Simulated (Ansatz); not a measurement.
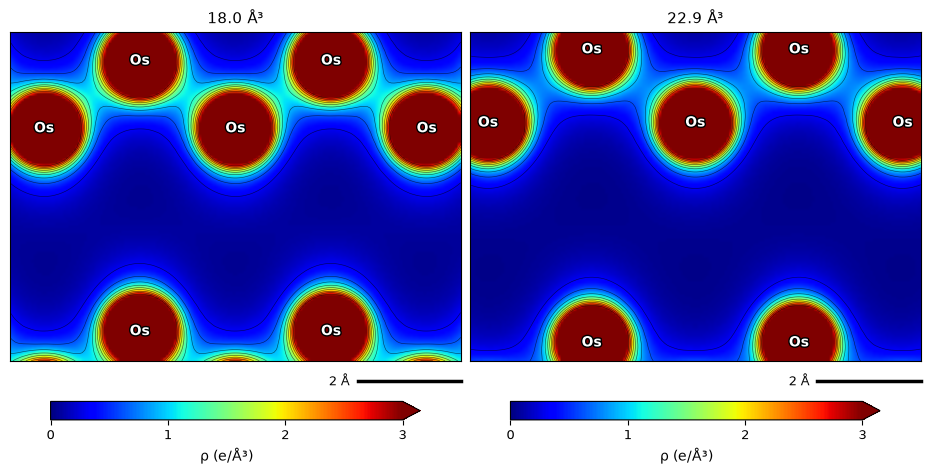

Os. The valence electron density of cells scaled evenly to different volumes (given per atom above each panel), on the (101̄) plane of each (indices in the axes of the cell below), at one length scale and on one colour scale.

A generated structure, not necessarily the stable one; computed without spin polarisation.

Level of theory: Ansatz, DFT, LDA (PW92), plane waves (420 eV) with PAW, scalar-relativistic.

Core electrons are frozen (PAW), and the valence fields are smoothed inside the atomic spheres.

The largest cell:

```cif
data_structure
_symmetry_space_group_name_H-M 'P 1'
_symmetry_Int_Tables_number 1
_cell_length_a 4.0187
_cell_length_b 4.0187
_cell_length_c 4.0187
_cell_angle_alpha 60.000
_cell_angle_beta 60.000
_cell_angle_gamma 60.000
_cell_volume 45.89
loop_
_atom_site_label
_atom_site_type_symbol
_atom_site_fract_x
_atom_site_fract_y
_atom_site_fract_z
_atom_site_occupancy
Os1 Os 0.12500 0.12500 0.12500 1
Os2 Os 0.87500 0.87500 0.87500 1
```

| volume (Å³/atom) | Os–Os contact in the plane (Å) | ρ at its midpoint (e/Å³) | pressure (GPa) | 
| --- | --- | --- | --- |
| 18.03 | 2.271 | 1.076 | 39.7 | 
| 20.49 | 2.370 | ? | ? | 
| 22.95 | 2.461 | 0.775 | −20.3 | 

### Estimate the missing row, and compare with the calculation.

Over the known rows ln ρ falls by 1.73 per Å of Os–Os distance (the line through the two), which gives 0.907 e/Å³ at 2.370 Å; the calculation gives 0.906 e/Å³. For the pressure, a straight line in volume between the neighbouring rows gives 9.7 GPa; the calculation gives 0.0, lower because pressure rises ever faster on compression.
